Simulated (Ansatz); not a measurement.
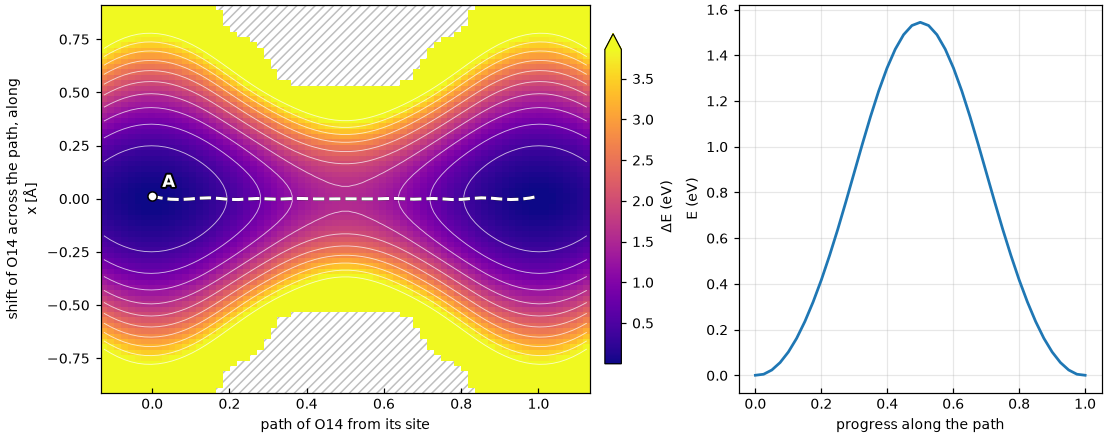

ZrO₂ (Fm-3m phase) with one O vacancy (14 atoms in the cell, cell charge +2). An atom moved over a plane that holds its own site and a neighbouring vacancy (x along [−1 3 0], y along [−3 −1 0], z along [0 0 1] of the conventional cell). The first coordinate is: path of O14 from its site (0) to the vacancy (1), 2.558 Å; the second: shift of O14 across the path, along x. Nothing is relaxed (all other atoms held at the sites of the perfect crystal). The scan uses an 11 × 9 grid; 24 points were computed and 59 follow by symmetry. At 16 points there is no value (left out of the scan, as a rule where atoms come close). Points are written as (first, second). Energies are in eV per cell, from the lowest grid point. The cell is charged on a uniform background, without a charge correction. These are results of DFT PBE, scalar-relativistic, plane waves, PAW (Ansatz), not measurements. Settings: cutoff 420 eV, k-mesh 4×4×4, gaussian smearing 0.05 eV, no spin polarisation.

In the figure: a smooth colour map with a few white contour lines, a line along the lowest path, one colour for all values above the top of the scale, hatched blanks where no value was computed, the energy along the path at the right, the start A. Between grid points the surface is interpolated.

> Describe the path and its barrier.

The easiest path leads from the well at (0.000, 0.000 Å) [nearest 4 Zr at 2.22 Å] to a well of about the same depth at (1.000, 0.000 Å) [nearest 4 Zr at 2.22 Å]. Its highest point lies about 1.5 eV above the bottom of the first well on the interpolated surface, at (0.500, 0.000 Å) [nearest 2 Zr at 1.81 Å]. This is the barrier on the constrained surface; relaxing the other coordinates would change it.

PAW datasets: the set soft_1.
